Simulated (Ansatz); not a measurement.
**HfO2: one change and its effect**

System: HfO2 (Fm-3m, 3 atoms in the cell).
Method of run A: Kohn-Sham DFT of a periodic cell, HSE06 form with a typed share of exact exchange, Ansatz PAW, no spin polarisation (Ansatz 0.2.0).

The structure derives from an entry of the Crystallography Open Database. Text and figures count atoms from 1; the logs count them from 0 in places.

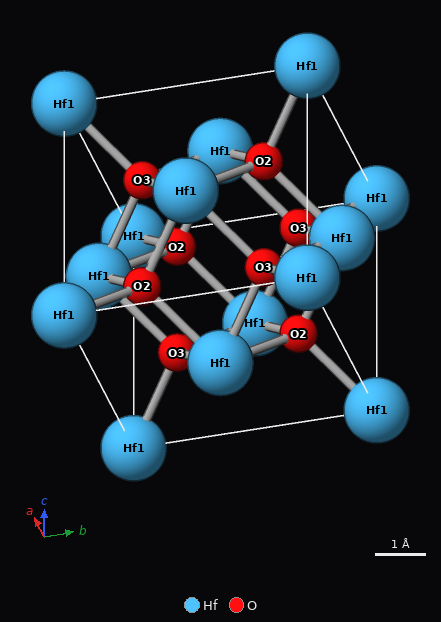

**Figure 1.** The structure (ball-and-stick view of the cell 4 times as large as that of the calculation, set on its symmetry axes, seen at an oblique angle; atoms are numbered from 1 in the order of the input). An atom can appear more than once, as a periodic image. Near neighbours in the periodic cell (some may lie outside the picture): Hf has 8 O at 2.21 Å; O has 4 Hf at 2.21 Å.

**The input, run A**
```yaml
crystal:
  lattice:
    - [0.0, 2.5575, 2.5575]
    - [2.5575, 0.0, 2.5575]
    - [2.5575, 2.5575, 0.0]
  atoms:
    - { symbol: Hf, position: [0.0, 0.0, 0.0] }
    - { symbol: O, position: [0.75, 0.75, 0.75] }
    - { symbol: O, position: [0.25, 0.25, 0.25] }
hamiltonian:
  xc:
    exchange: pbe
    correlation: pbe
    exx: { coeff: 0.1, omega: 0.2078699 }
  pseudopotentials: { kind: paw }
kpoints:
  mp_grid: { grid: [5, 5, 5] }
scf:
  occupations: { method: fermi_dirac, width: 0.05 }
output:
  forces: true
  stress: true
  eigenvalues: true
```

Command:
```bash
ansatz run input.yaml --threads 2 --pin off --max-ram 5632MiB --backend cpu --events-out ev --progress --plain --runs-dir out
```

Hardware: 2 threads of Arm Neoverse V2, 24 GiB of memory available, shared host.

**Output, shortened to warnings, some set-up lines, iterations and results (run A)**
```
Warning: output.stress: scf.convergence.dr2_threshold = 1e-7 eV (the SCF's general default) is looser than the 3e-10 eV advised for a printed stress (1e-10 eV for each atom of the cell: 3). What an SCF threshold leaves in a stress goes as its square root, and in the free energy as the threshold itself, and one threshold admits the most on a small cell: of the crystals measured, under no hybrid …
Warning: output.stress: scf.exx.energy_threshold = 1e-6 eV is looser than the 3e-8 eV advised for a stress under a hybrid functional (1e-8 eV for each atom of the cell: 3). Every SCF of the exchange loop can meet its threshold on dr2 while the loop round them stops early: no threshold on dr2 bounds what that leaves in the stress. Set scf.exx.energy_threshold to 3e-8 eV or tighter. The threshold …
Basis set: ecut = 420 eV, 645 PW (Γ), exchange–correlation on 50×50×50 points (8 copies of the dense FFT grid, shifted against one another)
Symmetry: 48 space group operations
k-points: 10 of 125
Initial density: superposition of atomic densities (neutral atoms: chi_scale 0, normalization atom), corrected by the library's trained network
[...]
SCF iter   1: F=—  HF=-16861.407558 eV  |F-HF|=—  |Δ(HF+E_count)|=         —  Δρ=2.17e-3  dr2=1.01e-3  ethr=1.77e-3  ⟨swp⟩=2.0  Hψ=1323  notcnv=0
SCF iter   2: F=-16861.408149 eV  HF=-16861.408185 eV  |F-HF|=3.67e-5  |Δ(HF+E_count)|=   6.27e-4  Δρ=1.37e-3  dr2=3.76e-4  ethr=2.65e-6  ⟨swp⟩=4.1  Hψ=570  notcnv=0
SCF 1 stopped early in 2 iterations: F = -16861.408149 eV  dr2 = 3.76e-4
SCF iter   1: F=—  HF=-16861.446045 eV  |F-HF|=—  |Δ(HF+E_count)|=         —  Δρ=4.75e-3  dr2=8.45e-3  ethr=9.88e-6  ⟨swp⟩=5.5  Hψ=914  notcnv=0
SCF iter   2: F=—  HF=-16861.436908 eV  |F-HF|=—  |Δ(HF+E_count)|=   9.14e-3  Δρ=3.48e-3  dr2=2.50e-3  ethr=9.88e-6  ⟨swp⟩=4.1  Hψ=719  notcnv=0
SCF iter   3: F=—  HF=-16861.436277 eV  |F-HF|=—  |Δ(HF+E_count)|=   6.30e-4  Δρ=9.41e-4  dr2=2.68e-4  ethr=4.56e-6  ⟨swp⟩=3.0  Hψ=604  notcnv=0
SCF iter   4: F=—  HF=-16861.437631 eV  |F-HF|=—  |Δ(HF+E_count)|=   1.35e-3  Δρ=4.90e-4  dr2=6.45e-5  ethr=5.20e-7  ⟨swp⟩=4.1  Hψ=615  notcnv=0
SCF iter   5: F=—  HF=-16861.437594 eV  |F-HF|=—  |Δ(HF+E_count)|=   3.75e-5  Δρ=1.76e-4  dr2=5.18e-6  ethr=1.13e-8  ⟨swp⟩=3.4  Hψ=1009  notcnv=0
SCF iter   6: F=—  HF=-16861.437591 eV  |F-HF|=—  |Δ(HF+E_count)|=   2.63e-6  Δρ=4.80e-5  dr2=1.92e-6  ethr=1.09e-8  ⟨swp⟩=3.4  Hψ=597  notcnv=0
SCF iter   7: F=-16861.437592 eV  HF=-16861.437591 eV  |F-HF|=1.06e-6  |Δ(HF+E_count)|=   1.05e-7  Δρ=6.19e-6  dr2=1.06e-7  ethr=2.33e-9  ⟨swp⟩=3.0  Hψ=496  notcnv=0
SCF 2 stopped early in 7 iterations: F = -16861.437592 eV  dr2 = 1.06e-7
SCF iter   1: F=—  HF=-16861.437556 eV  |F-HF|=—  |Δ(HF+E_count)|=         —  Δρ=2.58e-5  dr2=1.15e-7  ethr=3.93e-7  ⟨swp⟩=2.1  Hψ=461  notcnv=0
SCF iter   2: F=-16861.437556 eV  HF=-16861.437556 eV  |F-HF|=4.04e-10  |Δ(HF+E_count)|=   9.16e-8  Δρ=8.00e-6  dr2=4.52e-9  ethr=2.47e-10  ⟨swp⟩=4.8  Hψ=697  notcnv=0
SCF 3 converged in 2 iterations: F = -16861.437556 eV  dr2 = 4.52e-9
  Residual-converged pass: ⟨swp⟩=2.9  Hψ=523  notcnv=0  max |occ|·‖R‖ = 2.3e-6 eV (tolerance 2.4e-6 eV)  dr2=4.55e-9  dr2_onsite=6.83e-9  max |Δocc| = 0.0e0
hybrid outer 2: dexx = +2.142e-8 eV, tail = 2.36e-8 eV, Δε = 1.53e-3 eV (about 1.52e-4 eV left of the loop's levels)
hybrid SCF converged: 2 outer / 9 inner (+2 warm-up), last move |dexx| = 2.14e-8 eV, tail = 2.36e-8 eV
Stability not checked: this state was not tested for a lower state beside it, because the functional holds exact exchange (a hybrid, or Hartree-Fock), whose exchange loop this test does not read (fock_operator; see scf.lower_state_search)
Free energy (F): -16861.437556 eV
Frozen-core exchange: fock
Harris-Foulkes:  -16861.437556 eV  (|F-HF|=4.04e-10)
Internal energy: -16861.437556 eV  (E = F + TS)
E sigma→0 (E₀):  -16861.437556 eV
Fermi energy:    17.285705 eV
--- Per-component energies (eV) ---
  E_band       = -7.820759
  E_kinetic    = 768.803972
  E_local      = -5807.060485  (includes V_loc(G=0)·N_el)
  E_nonlocal   = -1154.634701
  E_hartree    = 2656.821059
  E_xc         = -410.041986
  E_vxc        = -416.015802  (∫ρ·V_xc dr)
  E_exx        = -61.637083  (= α·E_x^exact, valence–valence)
  E_paw        = -7212.039372  (= ΣΔE_a)
  E_vpaw       = 1410.710832  (= ΣTr[D̂ρ^β])
  E_aug_tail   = 0.004939  (compensation charges beyond the density's cutoff)
  E_ewald      = -5642.107159
  E_core_change = 0.453262  (= ΣΔE_core)
  E_smearing   = -0.000000  (= −TS)
  E_closure    = -0.000000  (closes the sum)
  Σ components = -16861.437556   (vs F -16861.437556, Δ=0.00e0)
--- Forces (eV/Å), atoms counted from 1 ---
  atom   1  Hf    -0.00000000     0.00000000     0.00000000
  atom   2  O      0.00000000    -0.00000000    -0.00000000
  atom   3  O      0.00000000     0.00000000    -0.00000000
  max |Σ_I F_I| component: 8.67e-19 eV/Å
--- Stress (GPa, compression-positive) ---
       -5.062440      -0.000000       0.000000
        0.000000      -5.062440      -0.000000
        0.000000       0.000000      -5.062440
  P = ⅓ Tr σ = -5.0624 GPa (-50.624 kbar)
```

The input of run B differs as follows (lines with − go, lines with + come):
```diff
-    exx: { coeff: 0.1, omega: 0.2078699 }
+    exx: { coeff: 0.25, omega: 0.2078699 }
```

Predict how the results change.

The total energies belong to different methods, so their difference says nothing on which is more stable or more accurate. The gap on the mesh goes from 4.67 to 5.69 eV. The pressure goes from −5.06 to −8.77 GPa. The SCF takes 16 iterations against 11.

**Output, shortened to warnings, some set-up lines, iterations and results (run B)**
```
Warning: output.stress: scf.convergence.dr2_threshold = 1e-7 eV (the SCF's general default) is looser than the 3e-10 eV advised for a printed stress (1e-10 eV for each atom of the cell: 3). What an SCF threshold leaves in a stress goes as its square root, and in the free energy as the threshold itself, and one threshold admits the most on a small cell: of the crystals measured, under no hybrid …
Warning: output.stress: scf.exx.energy_threshold = 1e-6 eV is looser than the 3e-8 eV advised for a stress under a hybrid functional (1e-8 eV for each atom of the cell: 3). Every SCF of the exchange loop can meet its threshold on dr2 while the loop round them stops early: no threshold on dr2 bounds what that leaves in the stress. Set scf.exx.energy_threshold to 3e-8 eV or tighter. The threshold …
Basis set: ecut = 420 eV, 645 PW (Γ), exchange–correlation on 50×50×50 points (8 copies of the dense FFT grid, shifted against one another)
Symmetry: 48 space group operations
k-points: 10 of 125
Initial density: superposition of atomic densities (neutral atoms: chi_scale 0, normalization atom), corrected by the library's trained network
[...]
SCF iter   1: F=—  HF=-16861.409728 eV  |F-HF|=—  |Δ(HF+E_count)|=         —  Δρ=2.07e-3  dr2=7.85e-4  ethr=1.77e-3  ⟨swp⟩=2.0  Hψ=1332  notcnv=0
SCF iter   2: F=-16861.410330 eV  HF=-16861.410239 eV  |F-HF|=9.08e-5  |Δ(HF+E_count)|=   5.11e-4  Δρ=1.17e-3  dr2=2.35e-4  ethr=2.06e-6  ⟨swp⟩=4.0  Hψ=630  notcnv=0
SCF 1 stopped early in 2 iterations: F = -16861.410330 eV  dr2 = 2.35e-4
SCF iter   1: F=—  HF=-16861.634677 eV  |F-HF|=—  |Δ(HF+E_count)|=         —  Δρ=1.09e-2  dr2=4.47e-2  ethr=6.18e-6  ⟨swp⟩=6.3  Hψ=1023  notcnv=0
SCF iter   2: F=—  HF=-16861.582380 eV  |F-HF|=—  |Δ(HF+E_count)|=   5.23e-2  Δρ=7.50e-3  dr2=1.19e-2  ethr=6.18e-6  ⟨swp⟩=5.1  Hψ=826  notcnv=0
[... 10 lines ...]
SCF iter   5: F=-16861.596451 eV  HF=-16861.596451 eV  |F-HF|=3.64e-12  |Δ(HF+E_count)|=   7.56e-9  Δρ=5.35e-7  dr2=5.59e-10  ethr=5.51e-11  ⟨swp⟩=4.0  Hψ=571  notcnv=0
SCF 3 converged in 5 iterations: F = -16861.596451 eV  dr2 = 5.59e-10
SCF iter   1: F=—  HF=-16861.596451 eV  |F-HF|=—  |Δ(HF+E_count)|=         —  Δρ=4.85e-6  dr2=2.45e-9  ethr=2.05e-9  ⟨swp⟩=4.1  Hψ=504  notcnv=0
SCF iter   2: F=-16861.596451 eV  HF=-16861.596451 eV  |F-HF|=6.55e-11  |Δ(HF+E_count)|=  1.86e-10  Δρ=1.42e-6  dr2=4.13e-10  ethr=5.85e-12  ⟨swp⟩=4.2  Hψ=659  notcnv=0
SCF 4 converged in 2 iterations: F = -16861.596451 eV  dr2 = 4.13e-10
  Residual-converged pass: ⟨swp⟩=2.1  Hψ=375  notcnv=0  max |occ|·‖R‖ = 2.3e-6 eV (tolerance 2.4e-6 eV)  dr2=4.16e-10  dr2_onsite=1.42e-10  max |Δocc| = 0.0e0
hybrid outer 3: dexx = +1.912e-9 eV, tail = 1.39e-9 eV, Δε = 1.29e-4 eV (about 2.15e-5 eV left of the loop's levels), ΔF = 1.45e-18 eV/Å (tail 1.51e-18)
hybrid SCF converged: 3 outer / 14 inner (+2 warm-up), last move |dexx| = 1.91e-9 eV, tail = 1.39e-9 eV
Stability not checked: this state was not tested for a lower state beside it, because the functional holds exact exchange (a hybrid, or Hartree-Fock), whose exchange loop this test does not read (fock_operator; see scf.lower_state_search)
Free energy (F): -16861.596451 eV
Frozen-core exchange: fock
Harris-Foulkes:  -16861.596451 eV  (|F-HF|=6.55e-11)
Internal energy: -16861.596451 eV  (E = F + TS)
E sigma→0 (E₀):  -16861.596451 eV
Fermi energy:    17.148445 eV
--- Per-component energies (eV) ---
  E_band       = -67.685901
  E_kinetic    = 767.431071
  E_local      = -5800.188306  (includes V_loc(G=0)·N_el)
  E_nonlocal   = -1165.101232
  E_hartree    = 2652.612678
  E_xc         = -354.195392
  E_vxc        = -358.742325  (∫ρ·V_xc dr)
  E_exx        = -154.426435  (= α·E_x^exact, valence–valence)
  E_paw        = -7166.725294  (= ΣΔE_a)
  E_vpaw       = 1492.537689  (= ΣTr[D̂ρ^β])
  E_aug_tail   = 0.004915  (compensation charges beyond the density's cutoff)
  E_ewald      = -5642.107159
  E_core_change = 1.098702  (= ΣΔE_core)
  E_smearing   = -0.000000  (= −TS)
  E_closure    = 0.000000  (closes the sum)
  Σ components = -16861.596451   (vs F -16861.596451, Δ=0.00e0)
--- Forces (eV/Å), atoms counted from 1 ---
  atom   1  Hf    -0.00000000     0.00000000     0.00000000
  atom   2  O      0.00000000     0.00000000     0.00000000
  atom   3  O      0.00000000     0.00000000     0.00000000
  max |Σ_I F_I| component: 1.16e-18 eV/Å
--- Stress (GPa, compression-positive) ---
       -8.768369       0.000000       0.000000
        0.000000      -8.768369      -0.000000
        0.000000      -0.000000      -8.768369
  P = ⅓ Tr σ = -8.7684 GPa (-87.684 kbar)
```

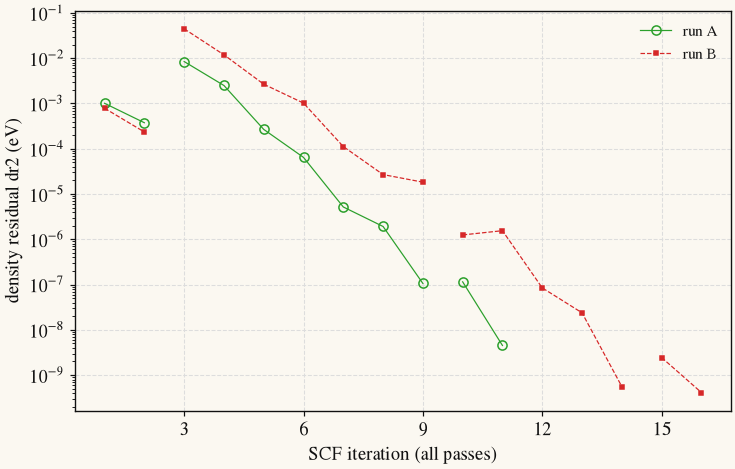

**Figure 2.** Convergence of the two runs: density residual dr2 against the SCF iteration. A break in a curve parts two SCF passes. Run A takes 11 iterations in all, and run B takes 16.

**The two runs side by side**

```tsv
quantity	run A	run B
outcome	converged	converged
free energy per atom (eV)	−5620.4792	−5620.5322
gap on the mesh (eV)	4.67	5.69
pressure (GPa)	−5.06	−8.77
largest force (eV/Å)	0.000	0.000
SCF iterations	11	16
irreducible k-points	10	10
plane waves at Γ	645	645
wall time (shared host)	11 s	12 s
```

For both runs: Warnings: the exchange loop's threshold is looser than advised for the stress; the SCF threshold is looser than advised for the printed stress. Spin–orbit coupling is left out, which matters for Hf. For run A: The cell is under a tension of 5.1 GPa at this level, so it is not at its equilibrium volume. For run B: The cell is under a tension of 8.8 GPa at this level, so it is not at its equilibrium volume.
